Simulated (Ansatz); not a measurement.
# Zn: band-structure calculation

System: Zn (P6₃/mmc, 2 atoms in the cell).
Method: DFT r2SCAN, scalar-relativistic, plane waves, PAW, no spin polarisation (Ansatz 0.2.0).

The structure derives from an entry of the Crystallography Open Database. Figures and captions count atoms from 1; the log counts them from 0 in places.

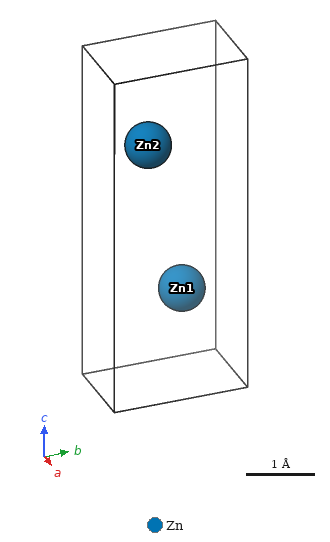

**Figure 1.** The structure as given in the input (ball-and-stick view of the cell of the calculation, seen slightly off an axis; atoms are numbered from 1 in the order of the input). An atom can appear more than once, as a periodic image.

### Input file
```yaml
crystal:
  lattice:
    - [2.5953344779, 0.0, 0.0]
    - [-1.297667239, 2.2476255892, 0.0]
    - [0.0, 0.0, 4.9905328455]
  atoms:
    - { symbol: Zn, position: [0.3333333333, 0.6666666667, 0.25] }
    - { symbol: Zn, position: [0.6666666667, 0.3333333333, 0.75] }
basis:
  ecutwfc: 500
kpoints:
  mp_grid: { grid: [18, 18, 8] }
  band_path:
    path:
      - [[0.0, 0.0, 0.0], [0.5, 0.0, 0.0], [0.33333333, 0.33333333, 0.0], [0.0, 0.0, 0.0], [0.0, 0.0, 0.5], [0.5, 0.0, 0.5], [0.33333333, 0.33333333, 0.5], [0.0, 0.0, 0.5]]
      - [[0.5, 0.0, 0.5], [0.5, 0.0, 0.0]]
      - [[0.33333333, 0.33333333, 0.5], [0.33333333, 0.33333333, 0.0]]
    npoints: 14
hamiltonian:
  xc: r2scan
scf:
  occupations: { method: gaussian, width: 0.1 }
  n_extra_bands: 6
output:
  forces: true
  stress: true
  eigenvalues: true
  populations: true
  dos: { projected: true, de: 0.02, nscf_kmesh: { grid: [27, 27, 12] } }
  bader: true
  write_density: true
  write_potential: true
  elf: true
  volumetric_format: npy
```

Machine: 1 thread of Arm Neoverse V1, 24 GiB of memory available, shared host.

Run as:
```bash
ansatz run input.yaml --threads 1 --pin off --max-ram 2560MiB --backend cpu --events-out ev --progress --plain --runs-dir out
```

### Log
```
scf.n_extra_bands = 6 over 12 filled bands (N_el = 24.0): the run solves 18 bands
Engine: ansatz 0.2.0, aarch64-unknown-linux-gnu
Pseudopotentials: kind: paw
Pseudopotential: Zn, paw, valence charge 12, recommended cutoff 500 eV (meta_gga), Zn.paw.azcp
Functional definition: r2SCAN
  parameter k0 = 0.174
  parameter k1 = 0.065
  parameter a1 = 4.9479
  exchange = r2scan_x(k0 = k0, k1 = k1, a1 = a1)
  correlation = r2scan_c
Crystal: 2 atoms, lattice volume = 29.111 Å³
Basis set: ecut = 500 eV, 727 PW (Γ), exchange–correlation on 80×80×160 points (64 copies of the dense FFT grid, shifted against one another)
Bands: 18, of which v1, the nominal top of the filled ones, is band 12 counted from 1 (11 counted from 0)
Symmetry: 24 space group operations
Space group: P63/mmc (ITA 194), of the structure as read, at distance tolerance 3.1e-5 Å
k-points: 185 of 2592
Non-local potential: Zn, projectors of the file, l = 0: 2, l = 1: 2, l = 2: 3, l = 3: 1
PAW form: soft (Blöchl's): semilocal exchange-correlation on the pseudo side does not see the compensation charge
PAW frozen core: Zn, regenerated for the run's functional (the file was generated under x = pbe(κ = 0.804, μ = 0.2195149727645171), c = pbe(β = 0.06672455060314922))
PAW one-centre angular grid: Zn, 590 points (default); XC on 261 of its mesh's 2673 points in the sphere
Initial density: superposition of atomic densities (neutral atoms: chi_scale 0, normalization atom), corrected by the library's trained network
Initial wavefunctions: pseudopotential atomic-orbital guess
Functional: x = r2scan, c = r2scan; τ floored in thin density (d = 2e-4 eV/Å³)
SCF iter   1: F=—  HF=-6651.361456 eV  |F-HF|=—  |Δ(HF+E_count)|=         —  Δρ=2.27e-2  dr2=7.36e-2  dr2_τ=2.44e-3  ethr=1.77e-3  ⟨swp⟩=5.0  Hψ=16659  notcnv=0  defer=3
preconditioner: auto → none  [metal: Δε(μ)=0.037 eV  Ē_g=16.420 eV  σ=0.100 eV  W_gap=0.20  n_scr=4 (ndim 8)  ℏωp=33.7 eV  f_vac=0.000  D(μ)=0.39/eV (n_scr^D=2)  sad-step TF]
SCF iter   2: F=—  HF=-6651.349616 eV  |F-HF|=—  |Δ(HF+E_count)|=   1.18e-2  Δρ=1.20e-3  dr2=2.00e-4  dr2_τ=3.38e-4  ethr=3.07e-4  ⟨swp⟩=2.0  Hψ=7836  notcnv=0  defer=272
SCF iter   3: F=—  HF=-6651.346442 eV  |F-HF|=—  |Δ(HF+E_count)|=   3.17e-3  Δρ=2.67e-3  dr2=1.09e-3  dr2_τ=2.83e-6  ethr=8.35e-7  ⟨swp⟩=3.4  Hψ=7161  notcnv=0  defer=272
SCF iter   4: F=—  HF=-6651.346014 eV  |F-HF|=—  |Δ(HF+E_count)|=   4.28e-4  Δρ=1.87e-4  dr2=3.37e-6  dr2_τ=1.79e-7  ethr=8.35e-7  ⟨swp⟩=2.0  Hψ=5283  notcnv=0  defer=272
SCF iter   5: F=—  HF=-6651.346027 eV  |F-HF|=—  |Δ(HF+E_count)|=   1.32e-5  Δρ=5.68e-5  dr2=5.31e-7  dr2_τ=4.61e-9  ethr=1.41e-8  ⟨swp⟩=2.0  Hψ=5287  notcnv=0  defer=272
SCF iter   6: F=-6651.346029 eV  HF=-6651.346029 eV  |F-HF|=1.00e-8  |Δ(HF+E_count)|=   1.35e-6  Δρ=1.51e-5  dr2=4.10e-8  dr2_τ=1.50e-10  ethr=4.17e-10  ⟨swp⟩=12.9  Hψ=24897  notcnv=0
SCF 1 converged in 6 iterations: F = -6651.346029 eV  dr2 = 4.10e-8
  Residual-converged pass: ⟨swp⟩=1.0  Hψ=4074  notcnv=0  max |occ|·‖R‖ = 7.1e-9 eV (tolerance 1.0e-8 eV)  dr2=4.10e-8  dr2_τ=1.50e-10  dr2_onsite=7.20e-9  max |Δocc| = 2.7e-10
  greatest PAW one-centre occupation: 0.981 electrons in one spin orbital (limit 2), on the Zn atom at site 1 (counted from 0), in its partial waves of l = 2
NSCF: frozen V_eff on 129 k-points
NSCF: frozen V_eff on 525 k-points
SCF converged after 6 iterations
Free energy (F): -6651.346029 eV
Harris-Foulkes:  -6651.346029 eV  (|F-HF|=1.00e-8)
Internal energy: -6651.343880 eV  (E = F + TS)
E sigma→0 (E₀):  -6651.344954 eV
Entropy (-TS):   -0.002148 eV (-1.074 meV/atom)
Fermi energy:    11.615273 eV
--- Per-component energies (eV) ---
  E_band       = 100.149436
  E_kinetic    = 261.608322
  E_local      = -3034.233242  (includes V_loc(G=0)·N_el)
  E_nonlocal   = 1226.604308
  E_hartree    = 1278.038967
  E_xc         = -249.660671
  E_vxc        = -110.260407  (∫ρ·V_xc dr)
  E_paw        = -3691.412861  (= ΣΔE_a)
  E_vpaw       = -806.068486  (= ΣTr[D̂ρ^β])
  E_aug_tail   = -0.000090  (compensation charges beyond the density's cutoff)
  E_vtau       = 6.430270  (kinetic-family band-sum trace: ∫τ·v_τ [+ j·A + Jᵃ·Aᵃ] dr)
  E_ewald      = -2441.923376
  E_core_change = -0.365237  (= ΣΔE_core)
  E_smearing   = -0.002148  (= −TS)
  E_closure    = -0.000000  (closes the sum)
  Σ components = -6651.346029   (vs F -6651.346029, Δ=0.00e0)
--- Forces (eV/Å), atoms counted from 1 ---
  atom   1  Zn     0.00000000     0.00000000     0.00000000
  atom   2  Zn    -0.00000000    -0.00000000    -0.00000000
  max |Σ_I F_I| component: 3.70e-17 eV/Å
--- Stress (GPa, compression-positive) ---
       -0.021672       0.000000       0.000000
       -0.000000      -0.021672       0.000000
        0.000000       0.000000      -0.001711
  P = ⅓ Tr σ = -0.0150 GPa (-0.150 kbar)
--- Band table (eV; the first three rows and the last of 185) ---
  k-point 0: bands = ["0.3358", "2.3292", "3.1794", "3.4837", "3.4837", "3.5308", "3.5308", "3.9457", "3.9457", "4.1359", "4.1359", "7.4018", "8.0684", "25.0000", "28.8801", "31.3166", "31.3166", "32.1857"]
  k-point 1: bands = ["0.4312", "2.3104", "3.1837", "3.4833", "3.4833", "3.5273", "3.5273", "3.9552", "3.9552", "4.1305", "4.1305", "6.1803", "9.5102", "23.4143", "30.5425", "31.4161", "31.4161", "32.2721"]
  k-point 2: bands = ["0.7097", "2.2345", "3.2054", "3.4834", "3.4834", "3.5178", "3.5178", "3.9809", "3.9809", "4.1143", "4.1143", "4.9338", "11.4346", "20.8625", "31.7073", "31.7073", "32.1161", "32.9769"]
  k-point 184: bands = ["3.2129", "3.2129", "3.3003", "3.3003", "3.4781", "3.4781", "3.6846", "3.6846", "4.1071", "4.1071", "12.6931", "12.6931", "13.5525", "13.5525", "14.4746", "14.4746", "24.2895", "24.2895"]
--- Löwdin populations: 2 sites ---
  site symbol       q [e]
     0     Zn     11.4237
     1     Zn     11.4237
  spilling = 0.048029 (of n_electrons = 24.000000)
--- Bader charges: 2 sites ---
  site symbol  charge [e]  shift [e]
     0     Zn      0.0000     0.0000
     1     Zn      0.0000     0.0000
  estimated error of the sums over rays = 4.3e-5 e
```

### File bader_charges.tsv
```
# site	symbol	x_ang	y_ang	z_ang	partial_charge_e	electrons	volume_ang3	relative_density_drop	shared_charge_e	partial_wave_shift_e
# quadrature_error_electrons = 4.3e-5
0	Zn	0.0000	1.4984	1.2476	0.00000	30.00000	14.56	-	0.00000	0.00000
1	Zn	1.2977	0.7492	3.7429	0.00000	30.00000	14.56	-	0.00000	0.00000
```

### File populations.tsv
```
# site	symbol	l	j	q
# orbitals = lowdin
# n_electrons = 24.000000
# spilling = 0.048029
0	Zn	0_4S	-	1.451440
0	Zn	2_3D	-	9.972210
1	Zn	0_4S	-	1.451440
1	Zn	2_3D	-	9.972210
```

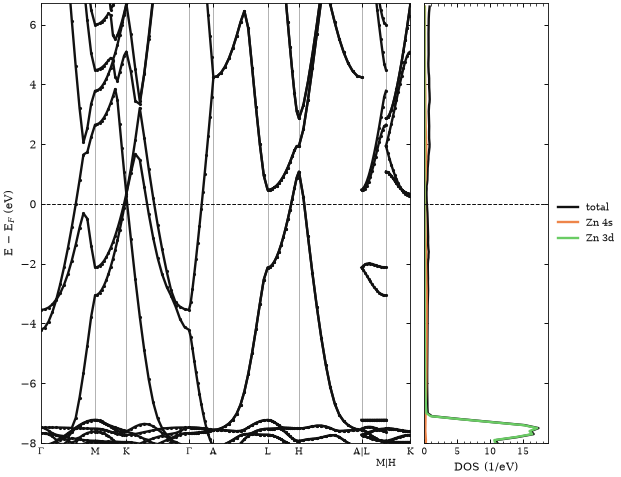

**Figure 2.** Band structure along Γ–M–K–Γ–A–L–H–A|L–M|H–K and density of states (projected on Löwdin-orthogonalised atomic shells), with energies from the Fermi level. Bands cross the Fermi level: a metal at this level of theory.

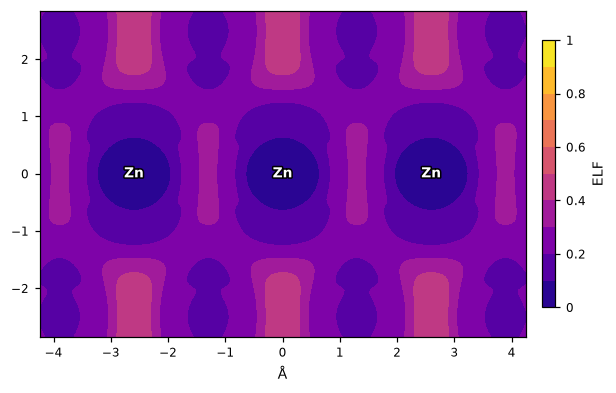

**Figure 3.** ELF on the (010) plane of the conventional cell. The section cuts through Zn sites. Zn–Zn (2.60 Å): the ELF is about 0.35 at the midpoint, as expected for nearly free electrons, as in a simple metal. Core electrons are frozen (PAW), so the fields are smoothed inside the atomic spheres.

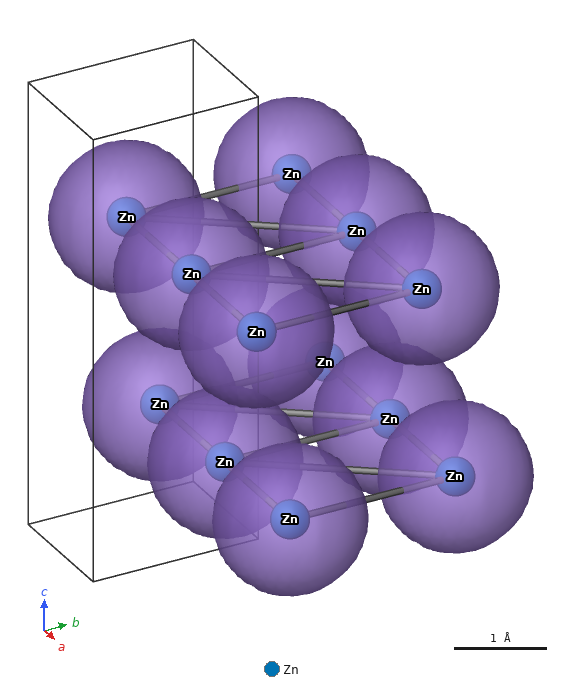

**Figure 4.** Isosurface of the valence pseudo-density at 0.6 e/Å³ (purple), seen slightly off an axis. Sticks mark near contacts. The outline is the cell set on symmetry axes. At this value the density breaks into separate islands; it holds about 75 % of the electrons treated as valence. It is pinched off along the Zn–Zn (2.60 Å) contacts. On the grid the lowest density along these lines, outside the cores, is 0.25 e/Å³ (Zn–Zn, 2.60 Å).

### Summary

| quantity | value |
| --- | --- |
| outcome | converged |
| space group (tolerance 0.01 Å) | P6₃/mmc (194) |
| electrons treated | 24 |
| free energy | −6651.3460 eV |
| Fermi energy | 11.615 eV |
| gap on the k-point mesh | none (metallic) |
| pressure | −0.02 GPa |
| largest force (length of the vector) | under 0.001 eV/Å |
| wall time | 44 s |
| peak memory | 0.48 GiB |
